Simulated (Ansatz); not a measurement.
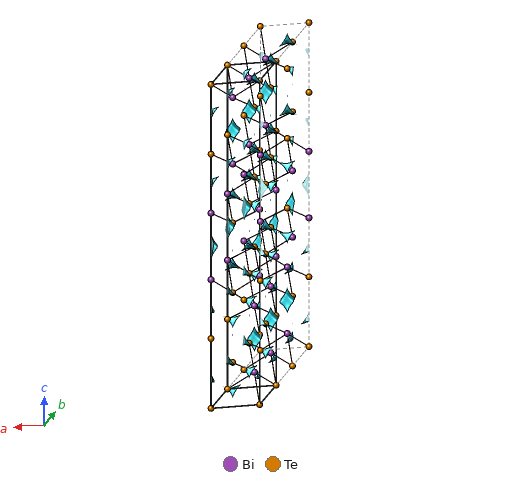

The teal surface encloses the points that the centre of a probe sphere of radius 0.45 Å can occupy in Bi2Te3 (R-3m), computed on a grid of about 0.12 Å (1×3×1 cells shown, view from a free direction; pale faces close the region where the box cuts it).

Atoms are hard spheres with Shannon crystal radii (six-coordinate where tabulated): Bi 1.17 Å, Te 2.07 Å.

The cell is taken from the geometry relaxed with Ansatz 0.2.0, DFT PBE, scalar-relativistic, plane waves, PAW.

```
Bi Te
1.0
     4.44529    0.00000    0.00000
    -2.22264    3.84973    0.00000
     0.00000    0.00000   31.99487
Bi Te
6 9
Direct
  0.66667 0.33333 0.93586
  0.66667 0.33333 0.73081
  0.33333 0.66667 0.26919
  0.33333 0.66667 0.06414
  0.00000 0.00000 0.60252
  0.00000 0.00000 0.39748
  0.00000 0.00000 0.78468
  0.00000 0.00000 0.00000
  0.33333 0.66667 0.88199
  0.66667 0.33333 0.11801
  0.66667 0.33333 0.33333
  0.00000 0.00000 0.21532
  0.33333 0.66667 0.45135
  0.33333 0.66667 0.66667
  0.66667 0.33333 0.54865
```

> Is the space open to the probe made of pockets or channels?

They are isolated pockets that do not connect across cells.

> What share of the cell can the probe's centre reach?

About 1.4 % of the volume (7.7 Å³ of 547.5 Å³).

> Give the largest included and the largest free sphere.

The largest sphere that fits anywhere has a diameter of 1.86 Å; the largest that can travel through the crystal, about 0.7 Å.

> How does the connectivity change as the probe shrinks?

Below a radius of about 0.33 Å the space forms a three-dimensional network. These are grid estimates, good to about 0.05 Å.
